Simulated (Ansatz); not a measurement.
MgO

Input

```
crystal:
  lattice:
    - [0.0, 2.2820056624, 2.2820056624]
    - [2.2820056624, 0.0, 2.2820056624]
    - [2.2820056624, 2.2820056624, 0.0]
  atoms:
    - { symbol: Mg, position: [0.0, 0.0, 0.0] }
    - { symbol: O, position: [0.25, 0.25, 0.25] }
kpoints:
  mp_grid: { grid: [6, 6, 6] }
hamiltonian:
  xc: r2scan
scf:
  occupations: { method: fixed }
  n_extra_bands: 4
output:
  forces: true
  stress: true
  eigenvalues: true
  write_density: true
  write_potential: true
  elf: true
  volumetric_format: npy
```

Command:

```sh
ansatz run input.yaml --threads 4 --pin off --max-ram 3686MiB --backend cpu --events-out ev --progress --plain --runs-dir out
```

Below, planes, directions and counts refer to the conventional cell (a = 4.56 Å, b = 4.56 Å, c = 4.56 Å, α = 90.00°, β = 90.00°, γ = 90.00°).

Space group F-43m; started from the zincblende prototype, which need not be the ambient phase.

Method: DFT, r2SCAN, plane waves, PAW (Ansatz 0.2.0).

Core electrons are frozen (PAW), and the valence fields are smoothed inside the atomic spheres.

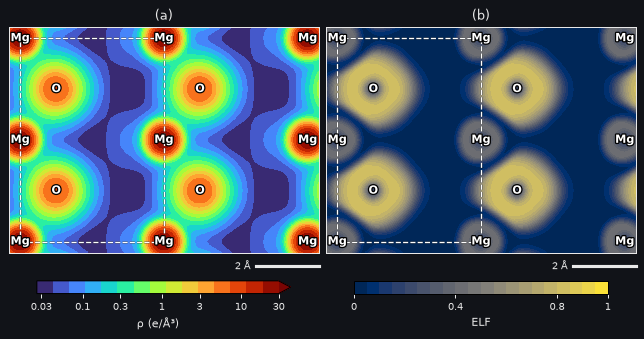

Figure 1. (a) valence electron density; (b) ELF on the (101) plane of the conventional cell.

Q: What does the map show?

A: Atoms in the plane: Mg and O. Mg–O (1.98 Å): ρ at the midpoint is about 0.45 e/Å³; the ELF peaks at about 0.85 in the valence shell of O, 0.7 Å from its nucleus, and is about 0.35 at the midpoint: a largely ionic contact. Between the atoms the lowest density in this plane is 0.03 e/Å³.

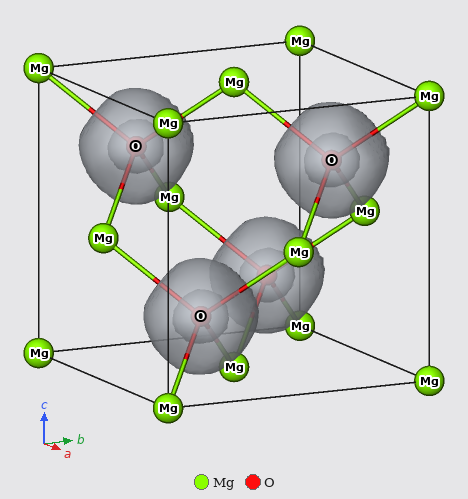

Figure 2. Isosurface of the electron localisation function at 0.75 (grey), seen slightly off an axis. Core shells and regions of very low density are left out. Sticks mark near contacts.

Q: Describe the localisation domains.

A: The surface consists of four regions wrapped around O (the valence shell of each), counted in one cell of 8 atoms. Regions shared between cells count once.

Q: Does the calculation make it a metal, or give it a gap?

A: It is gapped, with a Kohn–Sham gap of 4.3 eV on the k-point mesh (the band edges may lie off the mesh, which would make the gap smaller).
